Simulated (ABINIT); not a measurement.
Geometry relaxation of TiSe (part 1 of 4)

TiSe (P6₃/mmc, 4 atoms in the cell), computed with Kohn-Sham DFT of a periodic cell, LDA, PseudoDojo NC SR LDA v0.4.1 standard, no spin polarisation (ABINIT 10.8.3).

The structure derives from an entry of the Crystallography Open Database.

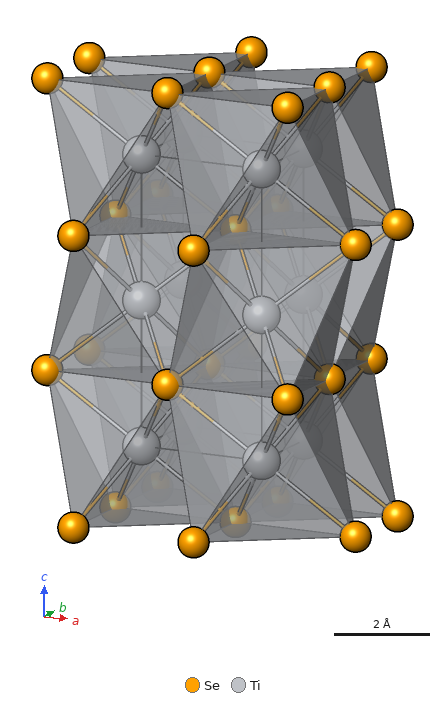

Fig. 1: The structure as given in the input (polyhedral view of the cell of the calculation, seen slightly off an axis; polyhedra are completed across the faces of the cell). An atom can appear more than once, as a periodic image.

### Input file
```
# Pseudopotentials
pp_dirpath "./"
pseudos "Se.upf, Ti.upf"

# Structure
acell 6.7255352775 6.7255352776 11.7540964952
rprim
     1.0000000000     0.0000000000     0.0000000000
    -0.5000000000     0.8660254038     0.0000000000
     0.0000000000     0.0000000000     1.0000000000
ntypat 2
znucl 34 22
natom 4
typat 1 1 2 2
chkprim 0
chksymtnons 0
tolsym 1.0e-6
xred
            2/3            1/3            3/4
            1/3            2/3            1/4
            0.0            0.0            1/2
            0.0            0.0            0.0

# Plane-wave basis
ecut 43.0
ecutsm 0.5

# k points
kptopt 1
ngkpt 7 7 4
nshiftk 1
shiftk 0.0 0.0 0.0

# Exchange and correlation
ixc 7

# Bands and occupations
nband 34
occopt 3
tsmear 0.05 eV

# SCF cycle
nstep 80
tolvrs 1.0e-12

# Output
iomode 3
prteig 0
prtebands 0
prtwf 0
prtden 0

# Relaxation
ionmov 2
optcell 2
ntime 50
tolmxf 2.0e-5
dilatmx 1.08
```

Hardware: 4 threads of AMD EPYC (Zen 3), 200 GiB of memory available, shared host.

Launch command:
```bash
mpirun --bind-to none -np 4 abinit run.abi > log 2>&1
```

### Log
```
.Version 10.8.3 of ABINIT
 Symmetries : space group P6_3/m m c (#194); Bravais hP (primitive hexag.)
================================================================================
 Values of the parameters that define the memory need of the present run
     intxc =       0    ionmov =       2      iscf =       7    lmnmax =       6
     lnmax =       6     mgfft =      80  mpssoang =       3    mqgrid =    3748
     natom =       4  nloc_mem =       1    nspden =       1   nspinor =       1
    nsppol =       1      nsym =      24    n1xccc =    2501    ntypat =       2
    occopt =       3   xclevel =       1
       mpw =        7879          nfft =      162000          nkpt =          24
================================================================================
================================================================================

--------------------------------------------------------------------------------
------------- Echo of variables that govern the present computation ------------
--------------------------------------------------------------------------------
 -outvars: echo values of preprocessed input variables --------
            acell      6.7255352775E+00  6.7255352776E+00  1.1754096495E+01 Bohr
              amu      7.89600000E+01  4.78800000E+01
          chkprim           0
      chksymtnons           0
          dilatmx      1.08000000E+00
             ecut      4.30000000E+01 Hartree
           ecutsm      5.00000000E-01 Hartree
           ionmov           2
              ixc           7
         kptrlatt        7    0    0      0    7    0      0    0    4
          kptrlen      4.70163860E+01
            natom           4
            nband          34
            ngfft          45      45      80
             nkpt          24
            nstep          80
             nsym          24
            ntime          50
           ntypat           2
           occopt           3
          optcell           2
           prtden           0
        prtebands           0
           prteig           0
            prtwf           0
            rprim      1.0000000000E+00  0.0000000000E+00  0.0000000000E+00
                      -5.0000000000E-01  8.6602540380E-01  0.0000000000E+00
                       0.0000000000E+00  0.0000000000E+00  1.0000000000E+00
          spgroup         194
           tolmxf      2.00000000E-05
           tolsym      1.00000000E-06
           tolvrs      1.00000000E-12
           tsmear      1.83746611E-03 Hartree
            typat      1  1  2  2
           xangst      1.7794999988E+00  1.0273948034E+00  4.6649999968E+00
                      -1.7639266769E-11  2.0547896067E+00  1.5549999989E+00
                       0.0000000000E+00  0.0000000000E+00  3.1099999979E+00
                       0.0000000000E+00  0.0000000000E+00  0.0000000000E+00
            xcart      3.3627676387E+00  1.9414948015E+00  8.8155723714E+00
                      -3.3333383256E-11  3.8829896030E+00  2.9385241238E+00
                       0.0000000000E+00  0.0000000000E+00  5.8770482476E+00
                       0.0000000000E+00  0.0000000000E+00  0.0000000000E+00
             xred      6.6666666667E-01  3.3333333333E-01  7.5000000000E-01
                       3.3333333333E-01  6.6666666667E-01  2.5000000000E-01
                       0.0000000000E+00  0.0000000000E+00  5.0000000000E-01
                       0.0000000000E+00  0.0000000000E+00  0.0000000000E+00
            znucl       34.00000   22.00000

================================================================================

 chkinp: Checking input parameters for consistency.

================================================================================
== DATASET  1 ==================================================================

--- !DatasetInfo
iteration_state: {dtset: 1, }
dimensions: {natom: 4, nkpt: 24, mband: 34, nsppol: 1, nspinor: 1, nspden: 1, mpw: 7879, }
cutoff_energies: {ecut:  43.0, pawecutdg:  -1.0, }
electrons: {nelect:   5.60000000E+01, charge:   0.00000000E+00, occopt:   3.00000000E+00, tsmear:   1.83746611E-03, }
meta: {optdriver: 0, ionmov: 2, optcell: 2, iscf: 7, paral_kgb: 0, }
...

 Exchange-correlation functional for the present dataset will be:
  LDA: Perdew-Wang 92 LSD fit to Ceperley-Alder data - ixc=7
  J.P.Perdew and Y.Wang, PRB 45, 13244 (1992)

 Real(R)+Recip(G) space primitive vectors, cartesian coordinates (Bohr,Bohr^-1):
 R(1)=  6.7255353  0.0000000  0.0000000  G(1)=  0.1486871  0.0858445  0.0000000
 R(2)= -3.3627676  5.8244844  0.0000000  G(2)=  0.0000000  0.1716890  0.0000000
 R(3)=  0.0000000  0.0000000 11.7540965  G(3)=  0.0000000  0.0000000  0.0850767
 Unit cell volume ucvol=  4.6044058E+02 bohr^3
 Angles (23,13,12)=  9.00000000E+01  9.00000000E+01  1.20000000E+02 degrees

 getcut: wavevector=  0.0000  0.0000  0.0000  ngfft=  45  45  80
         ecut(hartree)=     50.155   => boxcut(ratio)=   2.05212

--- Pseudopotential description ------------------------------------------------
- pspini: atom type   1  psp file is ./Se.upf
  34.00000  16.00000  180309                  znucl, zion, pspdat
12 -1012 2 -1 1198                            pspcod,pspxc,lmax,lloc,mmax
     nproj     2     2     2

- pspini: atom type   2  psp file is ./Ti.upf
  22.00000  12.00000  180309                  znucl, zion, pspdat
12 -1012 2 -1 1568                            pspcod,pspxc,lmax,lloc,mmax
     nproj     2     2     2

   4.84071916E+03                                ecore*ucvol(ha*bohr**3)
--------------------------------------------------------------------------------

================================================================================

=== [ionmov= 2] Broyden-Fletcher-Goldfarb-Shanno method (forces)
================================================================================

--- Iteration: ( 1/50) Internal Cycle: (1/1)
--------------------------------------------------------------------------------

---SELF-CONSISTENT-FIELD CONVERGENCE--------------------------------------------

--- !BeginCycle
iteration_state: {dtset: 1, itime: 1, icycle: 1, }
solver: {iscf: 7, nstep: 80, nline: 4, wfoptalg: 0, }
tolerances: {tolvrs: 1.00E-12, }
...

     iter   Etot(hartree)      deltaE(h)  residm     vres2
 ETOT  1  -360.33227069313    -3.603E+02 1.545E+00 4.441E+02
 ETOT  2  -360.81974543522    -4.875E-01 1.158E-01 3.060E+03
 ETOT  3  -361.20214407710    -3.824E-01 2.605E-02 1.901E+02
 ETOT  4  -361.22731461908    -2.517E-02 2.021E-02 9.837E+00
 ETOT  5  -361.22910176100    -1.787E-03 1.442E-02 1.823E-01
 ETOT  6  -361.22932767797    -2.259E-04 1.406E-02 2.720E-03
 ETOT  7  -361.22939977369    -7.210E-05 7.325E-03 2.187E-03
 ETOT  8  -361.22942545156    -2.568E-05 4.803E-03 3.000E-04
 ETOT  9  -361.22943466236    -9.211E-06 2.467E-03 6.396E-05
 ETOT 10  -361.22943787397    -3.212E-06 3.668E-03 3.675E-05
 ETOT 11  -361.22943904235    -1.168E-06 3.247E-03 1.268E-07
 ETOT 12  -361.22943945477    -4.124E-07 4.094E-03 2.048E-06
 ETOT 13  -361.22943960747    -1.527E-07 2.835E-03 5.231E-07
 ETOT 14  -361.22943966390    -5.643E-08 3.095E-03 2.784E-06
 ETOT 15  -361.22943968586    -2.196E-08 1.770E-03 1.170E-06
 ETOT 16  -361.22943969387    -8.014E-09 1.771E-03 2.074E-06
 ETOT 17  -361.22943969714    -3.264E-09 9.207E-04 1.632E-06
 ETOT 18  -361.22943969822    -1.089E-09 1.292E-03 2.192E-06
 ETOT 19  -361.22943969884    -6.179E-10 9.718E-04 1.361E-06
 ETOT 20  -361.22943969919    -3.483E-10 1.273E-03 1.331E-07
 ETOT 21  -361.22943969909     1.002E-10 1.154E-03 1.118E-06
 ETOT 22  -361.22943969919    -9.987E-11 1.178E-03 6.956E-07
 ETOT 23  -361.22943969924    -4.553E-11 1.214E-03 4.891E-07
 ETOT 24  -361.22943969932    -8.060E-11 1.163E-03 8.013E-08
 ETOT 25  -361.22943969932    -8.129E-12 1.131E-03 7.432E-09
 ETOT 26  -361.22943969934    -1.461E-11 1.020E-03 5.047E-11
 ETOT 27  -361.22943969932     1.467E-11 9.435E-04 1.951E-11
 ETOT 28  -361.22943969933    -1.046E-11 8.086E-04 2.546E-11
 ETOT 29  -361.22943969933     2.558E-12 7.207E-04 2.428E-12
 ETOT 30  -361.22943969933    -1.364E-12 5.930E-04 1.266E-13

 At SCF step   30       vres2   =  1.27E-13 < tolvrs=  1.00E-12 =>converged.

 Cartesian components of stress tensor (hartree/bohr^3)
  sigma(1 1)=  2.33859219E-04  sigma(3 2)=  0.00000000E+00
  sigma(2 2)=  2.33859218E-04  sigma(3 1)=  0.00000000E+00
  sigma(3 3)= -5.16684241E-05  sigma(2 1)=  1.98015148E-13

--- !ResultsGS
iteration_state: {dtset: 1, itime: 1, icycle: 1, }
comment   : Summary of ground state results
lattice_vectors:
- [  6.7255353,   0.0000000,   0.0000000, ]
- [ -3.3627676,   5.8244844,   0.0000000, ]
- [  0.0000000,   0.0000000,  11.7540965, ]
lattice_lengths: [   6.72554,    6.72554,   11.75410, ]
lattice_angles: [ 90.000,  90.000, 120.000, ] # degrees, (23, 13, 12)
lattice_volume:   4.6044058E+02
convergence: {deltae: -1.364E-12, res2:  1.266E-13, residm:  5.930E-04, diffor: null, }
etotal    :  -3.61229440E+02
entropy   :   0.00000000E+00
fermie    :   3.56206211E-01
cartesian_stress_tensor: # hartree/bohr^3
- [  2.33859219E-04,   1.98015148E-13,   0.00000000E+00, ]
- [  1.98015148E-13,   2.33859218E-04,   0.00000000E+00, ]
- [  0.00000000E+00,   0.00000000E+00,  -5.16684241E-05, ]
pressure_GPa:  -4.0802E+00
xred      :
- [  6.6667E-01,   3.3333E-01,   7.5000E-01, Se]
- [  3.3333E-01,   6.6667E-01,   2.5000E-01, Se]
- [  0.0000E+00,   0.0000E+00,   5.0000E-01, Ti]
- [  0.0000E+00,   0.0000E+00,   0.0000E+00, Ti]
cartesian_forces: # hartree/bohr
- [ -1.12101213E-27,  -6.47216655E-28,  -0.00000000E+00, ]
- [  8.00722950E-28,   4.62297611E-28,  -0.00000000E+00, ]
- [  1.60144590E-28,   9.24595221E-29,  -0.00000000E+00, ]
- [  1.60144590E-28,   9.24595221E-29,  -0.00000000E+00, ]
force_length_stats: {min:   1.84919044E-28, max:   1.29443331E-27, mean:   6.47216655E-28, }
...

 Integrated electronic density in atomic spheres:
 ------------------------------------------------
 Atom  Sphere_radius  Integrated_density
    1        2.00000         13.34956681
    2        2.00000         13.34956681
    3        2.00000          9.59514853
    4        2.00000          9.59514853

---OUTPUT-----------------------------------------------------------------------

 Cartesian coordinates (xcart) [bohr]
  3.36276763873333E+00  1.94149480151823E+00  8.81557237140000E+00
 -3.33333832560150E-11  3.88298960303646E+00  2.93852412380000E+00
  0.00000000000000E+00  0.00000000000000E+00  5.87704824760000E+00
  0.00000000000000E+00  0.00000000000000E+00  0.00000000000000E+00
 Reduced coordinates (xred)
  6.66666666666667E-01  3.33333333333333E-01  7.50000000000000E-01
  3.33333333333333E-01  6.66666666666667E-01  2.50000000000000E-01
  0.00000000000000E+00  0.00000000000000E+00  5.00000000000000E-01
  0.00000000000000E+00  0.00000000000000E+00  0.00000000000000E+00
 Cartesian forces (fcart) [Ha/bohr]; max,rms= 1.12101E-27 4.65369E-28 (free atoms)
 -1.12101212970439E-27 -6.47216654838036E-28 -0.00000000000000E+00
  8.00722949788850E-28  4.62297610598597E-28 -0.00000000000000E+00
  1.60144589957770E-28  9.24595221197194E-29 -0.00000000000000E+00
  1.60144589957770E-28  9.24595221197194E-29 -0.00000000000000E+00
 Gradient of E wrt nuclear positions in reduced coordinates (gred)
  7.53940662483228E-27 -1.49302369128328E-43  0.00000000000000E+00
 -5.38529044630877E-27  1.76769729563537E-43 -0.00000000000000E+00
 -1.07705808926175E-27  2.71726748909887E-44 -0.00000000000000E+00
 -1.07705808926175E-27  2.71726748909887E-44 -0.00000000000000E+00
 Scale of Primitive Cell (acell) [bohr]
  6.72553527750000E+00  6.72553527760000E+00  1.17540964952000E+01
 Real space primitive translations (rprimd) [bohr]
  6.72553527750000E+00  0.00000000000000E+00  0.00000000000000E+00
 -3.36276763880000E+00  5.82448440455468E+00  0.00000000000000E+00
  0.00000000000000E+00  0.00000000000000E+00  1.17540964952000E+01
 Unitary Cell Volume (ucvol) [Bohr^3]=  4.60440581285088E+02
 Angles (23,13,12)= [degrees]
  9.00000000000000E+01  9.00000000000000E+01  1.19999999999554E+02
 Lengths [Bohr]
  6.72553527750000E+00  6.72553527769064E+00  1.17540964952000E+01
 Stress tensor in cartesian coordinates (strten) [Ha/bohr^3]
  2.33859219022466E-04  1.98015147973960E-13  0.00000000000000E+00
  1.98015147973960E-13  2.33859217507550E-04  0.00000000000000E+00
  0.00000000000000E+00  0.00000000000000E+00 -5.16684241169858E-05
 Total energy (etotal) [Ha]= -3.61229439699334E+02

--- Iteration: ( 2/50) Internal Cycle: (1/1)
--------------------------------------------------------------------------------

---SELF-CONSISTENT-FIELD CONVERGENCE--------------------------------------------

--- !BeginCycle
iteration_state: {dtset: 1, itime: 2, icycle: 1, }
solver: {iscf: 7, nstep: 80, nline: 4, wfoptalg: 0, }
tolerances: {tolvrs: 1.00E-12, }
...

     iter   Etot(hartree)      deltaE(h)  residm     vres2
 ETOT  1  -361.22317246273    -3.612E+02 7.202E+00 6.907E+01
 ETOT  2  -361.22980695810    -6.634E-03 7.755E-02 5.903E+00
 ETOT  3  -361.23007102085    -2.641E-04 1.923E-02 6.281E+00
 ETOT  4  -361.23086758891    -7.966E-04 2.934E-03 2.869E-02
 ETOT  5  -361.23087387810    -6.289E-06 7.791E-02 2.432E-03
 ETOT  6  -361.23087414577    -2.677E-07 2.680E-04 9.313E-04
 ETOT  7  -361.23087427841    -1.326E-07 5.230E-03 8.586E-06
 ETOT  8  -361.23087428402    -5.615E-09 2.005E-04 1.902E-07
 ETOT  9  -361.23087428530    -1.282E-09 6.930E-04 4.117E-08
 ETOT 10  -361.23087428568    -3.749E-10 1.466E-04 8.452E-09
 ETOT 11  -361.23087428580    -1.276E-10 1.447E-04 6.483E-09
 ETOT 12  -361.23087428586    -5.633E-11 1.029E-04 5.304E-10
 ETOT 13  -361.23087428586    -3.411E-12 1.070E-04 1.712E-10
 ETOT 14  -361.23087428587    -7.958E-12 6.917E-05 1.680E-10
 ETOT 15  -361.23087428587     4.434E-12 8.417E-05 1.358E-11
 ETOT 16  -361.23087428587    -2.274E-13 5.228E-05 8.279E-11
 ETOT 17  -361.23087428587    -2.274E-13 6.585E-05 1.253E-10
 ETOT 18  -361.23087428587    -9.663E-13 4.080E-05 2.743E-12
 ETOT 19  -361.23087428587     3.979E-13 5.128E-05 4.995E-11
 ETOT 20  -361.23087428587     7.390E-13 3.170E-05 1.546E-11
 ETOT 21  -361.23087428586     5.116E-12 3.977E-05 2.146E-11
 ETOT 22  -361.23087428587    -6.708E-12 2.454E-05 4.421E-12
 ETOT 23  -361.23087428588    -6.594E-12 3.075E-05 1.065E-12
 ETOT 24  -361.23087428587     4.206E-12 1.894E-05 2.161E-15

 At SCF step   24       vres2   =  2.16E-15 < tolvrs=  1.00E-12 =>converged.

 Cartesian components of stress tensor (hartree/bohr^3)
  sigma(1 1)=  1.94505067E-04  sigma(3 2)=  0.00000000E+00
  sigma(2 2)=  1.94505066E-04  sigma(3 1)=  0.00000000E+00
  sigma(3 3)= -1.00456397E-04  sigma(2 1)=  2.02659017E-13
```
